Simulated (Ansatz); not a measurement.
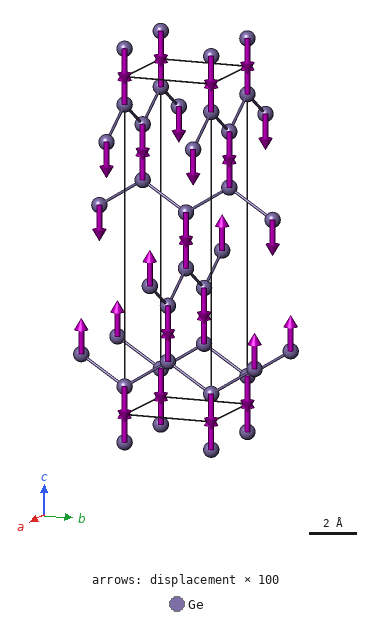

This is a relaxation of solid Ge (a generated structure, set up in I4_1/amd). The starting structure is drawn; purple arrows show the displacements (the part carried along by the change of the cell is left out), 100 times their true length.

The picture is a ball-and-stick view of the conventional cell (2 times the calculation's cell), seen slightly off an axis. Lengths and directions refer to the drawn axes.

These are results of Ansatz, DFT PBE, scalar-relativistic, plane waves, PAW, not measurements. Set-up: plane-wave cutoff 420 eV; k-point mesh 16 × 16 × 16; occupations gaussian; smearing width 0.1 eV; no spin polarisation; cell and atoms relaxed; force threshold 0.01 eV/Å; at most 80 steps.

Question: What did the optimiser do to the structure, and how much energy did it gain?

Answer: After 4 accepted moves (5 points after the start) the energy has fallen by 1.4 meV per atom. The largest force component goes from 0.041 to 0.0052 eV/Å. Pressure: 0.14 GPa at the start and 0.02 GPa at the end. The SCF was repeated once at an unchanged geometry on a basis and grid sized afresh for the cell, which shifted the energy by less than 0.05 meV per atom at most. The largest moves relative to the cell, 0.016 Å, are those of Ge atoms. The volume changes by −0.5 %, with a = b 4.047 → 3.998 Å (−1.2 %), c 14.877 → 15.162 Å (+1.9 %). Among the contacts that change: Ge–Ge 2.455 → 2.470 Å, Ge–Ge 2.386 → 2.396 Å. Among the angles between lasting bonds that change: Ge–Ge–Ge 116.0° → 113.1°. The space group stays I4_1/amd (No. 141).
